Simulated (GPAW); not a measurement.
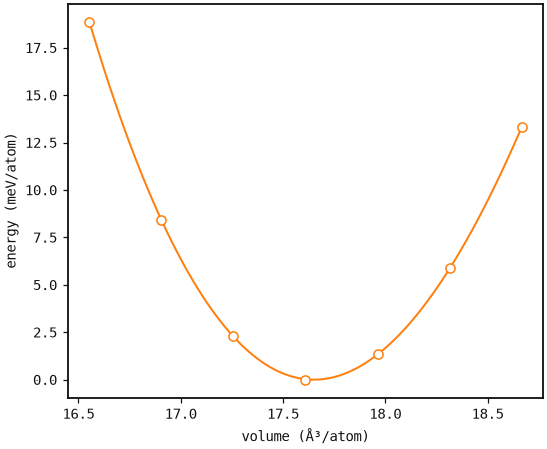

Plotted: energy against volume.

Calculation (GPAW 26.7.0): PAW DFT in plane waves, on a grid or in atomic orbitals, no spin polarisation; energies at scaled volumes of the given cell, shape and fractions fixed, counted from the fit's minimum, third-order Birch-Murnaghan fit. Level: r2SCAN.

Question: For which of these solids was it computed?
A. BP, F-43m (No. 216)
B. CsH, Fm-3m (No. 225)
C. MgS, Fm-3m (No. 225)

Answer: C, MgS: energy from 0.00 meV/atom to 18.87 meV/atom, V0 17.65 Å³/atom, B0 79.9 GPa. The others give: BP, energy from 0.01 meV/atom to 25.61 meV/atom, V0 11.7 Å³/atom, B0 169 GPa; CsH, energy from 0.05 meV/atom to 4.79 meV/atom, V0 32.61 Å³/atom, B0 9.7 GPa.
